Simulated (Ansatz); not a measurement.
# SnO$_{2}$: what the fields show

The calculation's input:

```
crystal:
  lattice:
    - [5.175256, 0.0, 0.0]
    - [0.0, 5.175256, 0.0]
    - [0.0, 0.0, 5.175256]
  atoms:
    - { symbol: Sn, position: [0.0, 0.0, 0.0] }
    - { symbol: Sn, position: [0.5, 0.0, 0.5] }
    - { symbol: Sn, position: [0.5, 0.5, 0.0] }
    - { symbol: Sn, position: [0.0, 0.5, 0.5] }
    - { symbol: O, position: [0.661098, 0.838902, 0.161098] }
    - { symbol: O, position: [0.838902, 0.161098, 0.661098] }
    - { symbol: O, position: [0.161098, 0.661098, 0.838902] }
    - { symbol: O, position: [0.338902, 0.338902, 0.338902] }
    - { symbol: O, position: [0.661098, 0.661098, 0.661098] }
    - { symbol: O, position: [0.838902, 0.338902, 0.161098] }
    - { symbol: O, position: [0.161098, 0.838902, 0.338902] }
    - { symbol: O, position: [0.338902, 0.161098, 0.838902] }
hamiltonian:
  xc: blyp
  pseudopotentials: { kind: paw }
kpoints:
  mp_grid: { grid: [5, 5, 5] }
  band_path:
    path:
      - [[0.0, 0.0, 0.0], [0.0, 0.5, 0.0], [0.5, 0.5, 0.0], [0.0, 0.0, 0.0], [0.5, 0.5, 0.5], [0.0, 0.5, 0.0]]
      - [[0.5, 0.5, 0.0], [0.5, 0.5, 0.5]]
    npoints: 10
scf:
  occupations: { method: fermi_dirac, width: 0.05 }
  n_extra_bands: 30
output:
  forces: true
  stress: true
  eigenvalues: true
  fatbands: false
  write_density: true
  write_potential: true
  elf: true
  volumetric_format: npy
```

Launched as:

```sh
ansatz run input.yaml --threads 4 --pin off --max-ram 11264MiB --backend cpu --events-out ev --progress --plain --runs-dir out
```

Below, planes, directions and counts refer to the conventional cell (a = 5.18 Å, b = 5.18 Å, c = 5.18 Å, α = 90.00°, β = 90.00°, γ = 90.00°).

Space group Pa-3; a structure from a database of computed crystals, not necessarily the ambient phase; computed pressure about 5 GPa in this cell.

These are results of Ansatz 0.2.0, Kohn-Sham DFT of a periodic cell, BLYP, Ansatz PAW, not measurements.

The density is the valence pseudo-density of a PAW calculation; it isn't the true density close to the nuclei.

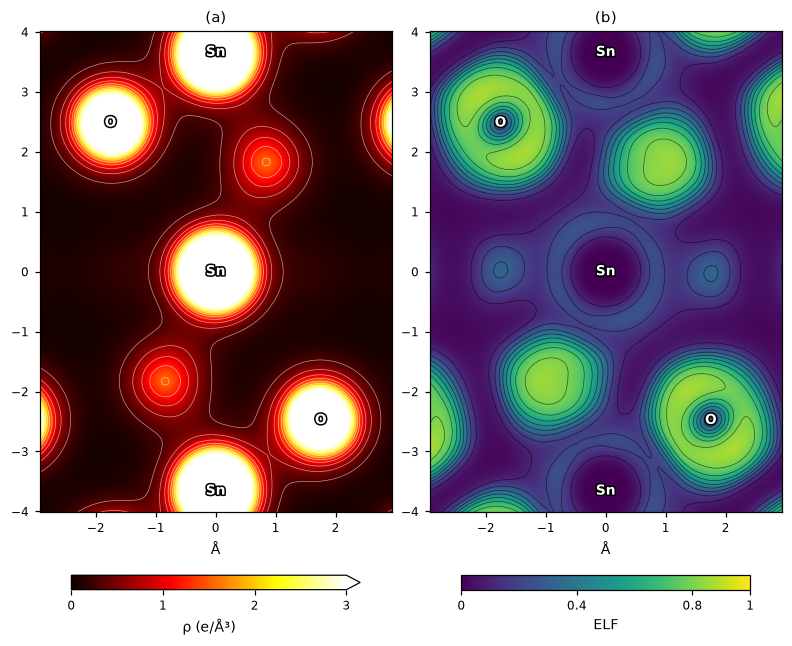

Figure 1. (a) valence pseudo-density; (b) electron localisation function on the (101) plane of the conventional cell.

Read the bonding off the picture.

Answer. Atoms in the plane: Sn and O. Atoms just off the plane (O, 0.7 Å away) can leave unmarked features too. Sn–O (2.11 Å): ρ at the midpoint is about 0.6 e/Å³; the ELF peaks at about 0.80 in the valence shell of O, 0.6 Å from its nucleus, and is about 0.25 at the midpoint (no shared electron pair shows on this line). Between the atoms the lowest density in this plane is 0.05 e/Å³. The ELF also peaks beside O, away from the bonds: lone-pair regions.

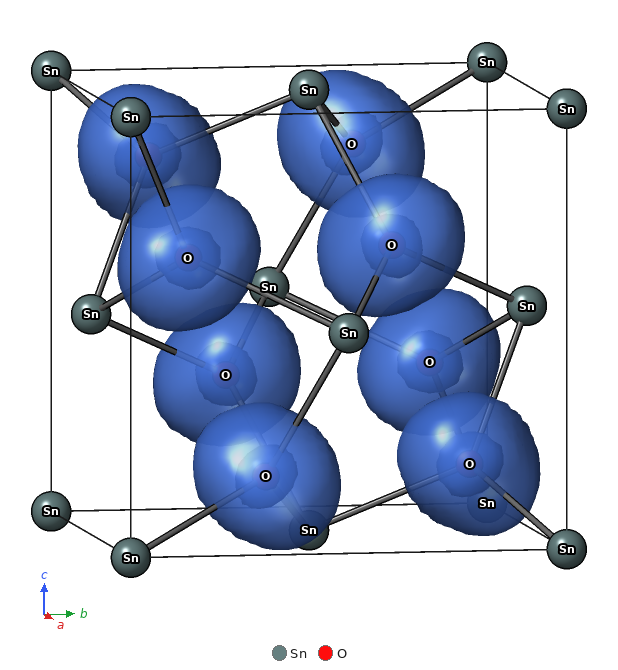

Figure 2. Isosurface of the electron localisation function at 0.7 (blue), seen slightly off an axis. Only the valence region is drawn (cores and ρ < 0.01 e/Å³ removed). Sticks mark near contacts.

Where are the electrons localised?

Answer. The ELF exceeds this value in eight regions wrapped around O (the valence shell of each), counted in one cell of 12 atoms. Regions shared between cells count once.

Does the calculation make it a metal, or give it a gap?

Answer. It is gapped, with a Kohn–Sham gap of 0.58 eV on the k-point mesh, an upper bound to the gap of this method.
